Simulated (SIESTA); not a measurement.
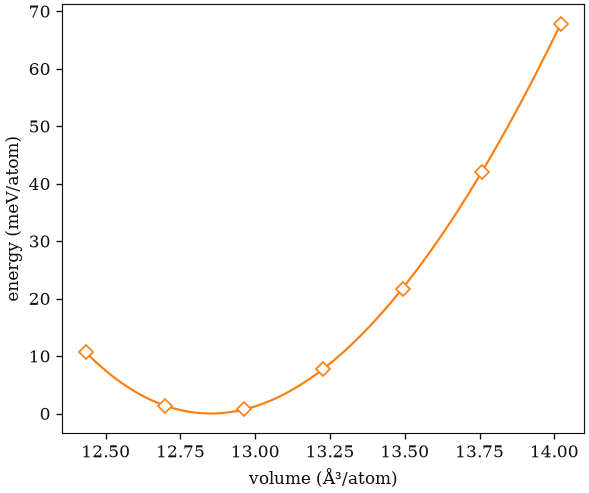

Plotted: energy against volume.

Calculation (SIESTA 5.4.2): DFT in numerical atomic orbitals with pseudopotentials, no spin polarisation; energies at scaled volumes of the given cell, shape and fractions fixed, counted from the fit's minimum, third-order Birch-Murnaghan fit. Level: PBEsol.

For which of these solids was it computed?
A. CaO, Fm-3m (No. 225)
B. Mo, Im-3m (No. 229)
C. NaCl, Pm-3m (No. 221)
D. ZrC, Fm-3m (No. 225)

Answer. D, ZrC: energy from 0.75 meV/atom to 67.80 meV/atom, V0 12.85 Å³/atom, B0 237 GPa. The others give: CaO, energy from −0.01 meV/atom to 29.47 meV/atom, V0 13.6 Å³/atom, B0 118 GPa; NaCl, energy from 0.09 meV/atom to 23.88 meV/atom, V0 20.32 Å³/atom, B0 32.3 GPa; Mo, energy from 0.22 meV/atom to 88.75 meV/atom, V0 15.51 Å³/atom, B0 286 GPa.

For CaO, limits of the calculation: mulliken charges of long orbitals.

For Mo, limits of the calculation: mulliken charges of long orbitals.

For NaCl, limits of the calculation: mulliken charges of long orbitals.

For ZrC, limits of the calculation: mulliken charges of long orbitals.
